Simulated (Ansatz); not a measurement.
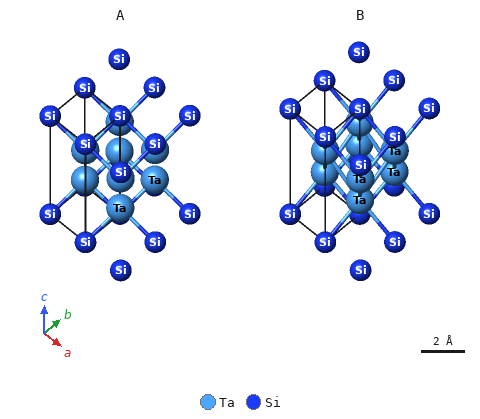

Two geometries of a crystal of Ta$_{2}$Si (a generated structure, set up in P-3m1) (coarse preliminary run), drawn at one scale. One is the start of a relaxation, the other its converged end. A ball-and-stick model of the cell of the calculation, repeated 2 × 2 × 1 with one cell outlined, seen from a free direction.

All numbers below come from Ansatz, DFT PBEsol, scalar-relativistic, plane waves, PAW. Set-up: plane-wave cutoff 420 eV; k-point mesh 6 × 6 × 4; occupations gaussian; smearing width 0.1 eV; no spin polarisation; cell and atoms relaxed; force threshold 0.05 eV/Å; at most 60 steps.

### Which one is relaxed?

Structure B is the relaxed one. Case: C → Si on all its sites, cell and atoms relaxed. After 7 accepted moves (8 points after the start) the energy has fallen by 560 meV per atom. Largest force component: 5.6 eV/Å at the start, 0.003 eV/Å at the end. Pressure: 31.69 GPa at the start and 0.06 GPa at the end. The SCF was repeated once at an unchanged geometry on a basis and grid sized afresh for the cell, which shifted the energy by 0.6 meV per atom at most. The largest moves relative to the cell, 0.32 Å, are those of Ta atoms. Si stays in place. The volume changes by +6.6 %, with a = b 3.271 → 3.260 Å (−0.3 %), c 5.200 → 5.579 Å (+7.3 %). Among the contacts that change: Ta–Ta 3.238 → 3.943 Å, Ta–Ta 3.189 → 2.831 Å, Si–Ta 2.301 → 2.558 Å, Ta–Ta 3.271 → 3.260 Å. Among the angles between lasting bonds that change: Ta–Si–Ta 90.6° → 79.2°, Si–Ta–Si 90.6° → 79.2°, Ta–Si–Ta 89.4° → 100.8°. The space group stays P-3m1 (No. 164). The run took 11 s on 1 thread of Arm Neoverse V2, on a shared host, peak memory 0.32 GiB.
